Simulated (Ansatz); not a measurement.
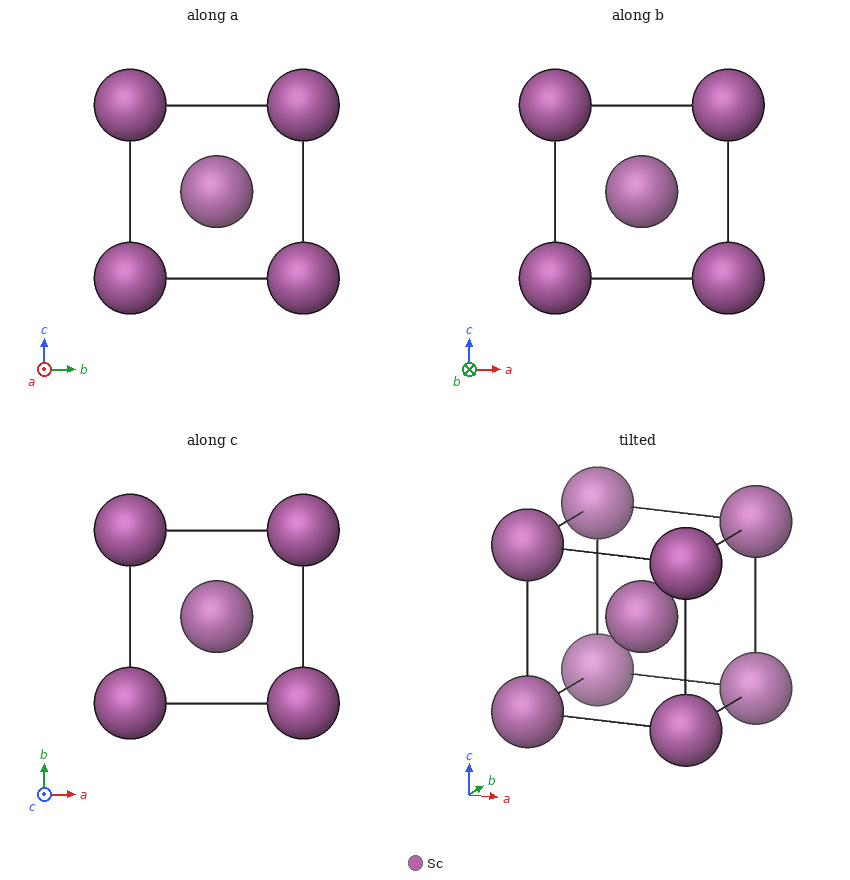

The crystal in a spheres-only representation, seen along the a axis, along the b axis, along the c axis and slightly off an axis. Atoms at the boundary of the conventional unit cell (the box) are drawn once for each face, edge or corner they touch.

Lattice parameters: a = 3.459 Å, b = 3.459 Å, c = 3.459 Å, α = 90.00°, β = 90.00°, γ = 90.00°. Put a along x and b in the xy plane.

Q: Reconstruct the structure as a POSCAR file.

A:
```
Sc
1.0
     3.459    0.000    0.000
     0.000    3.459    0.000
     0.000    0.000    3.459
Sc
2
Direct
  0.0000 0.0000 0.0000
  0.5000 0.5000 0.5000
```

Shown is a generated cell, made by putting these elements into a known structure type (the compound may or may not exist in this form), as it stood before any relaxation. A calculation with Ansatz used it as input.

At this level of theory the cell isn't at rest (compressed, at 14 GPa), so its distances can differ from those at equilibrium, the more so the softer the solid.
